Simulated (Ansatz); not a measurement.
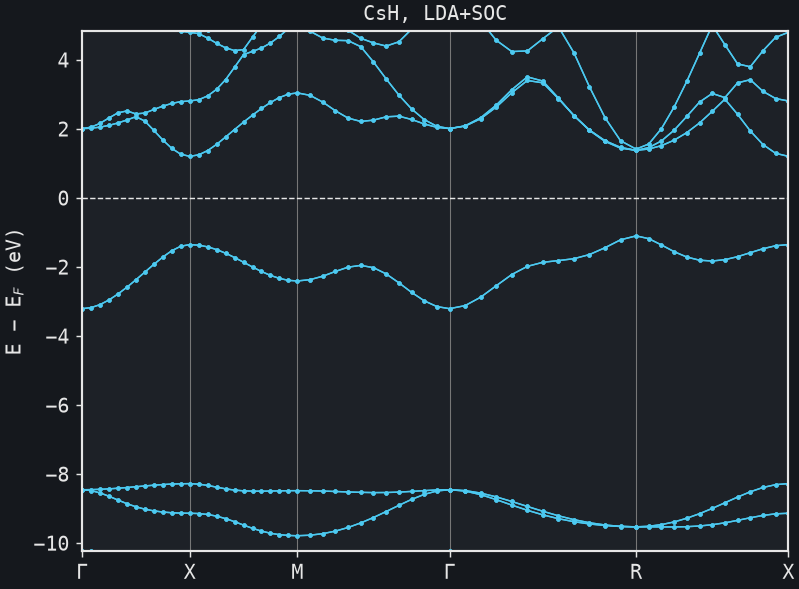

Band structure of CsCl-type CsH, space group Pm-3m (No. 221), 2 atoms in the cell (cubic a = 3.818 Å). Ansatz; LDA, all-electron LAPW, relativistic spinors, spin-orbit coupling, no magnetisation, 5×5×5 k mesh. Energies are counted from the Fermi level.

The material is gapped. The gap along this path is 2.31 eV and indirect, from the valence-band top at R to the conduction-band bottom at X; the smallest direct gap is 2.48 eV, at R. The top valence band spans 2.1 eV and the lowest conduction band 2.2 eV. The direct gaps are 2.48 eV at R, 5.45 eV at M and 2.56 eV at X.

LDA, GGA and most meta-GGA functionals understate gaps. The usual form of CsH is rocksalt.
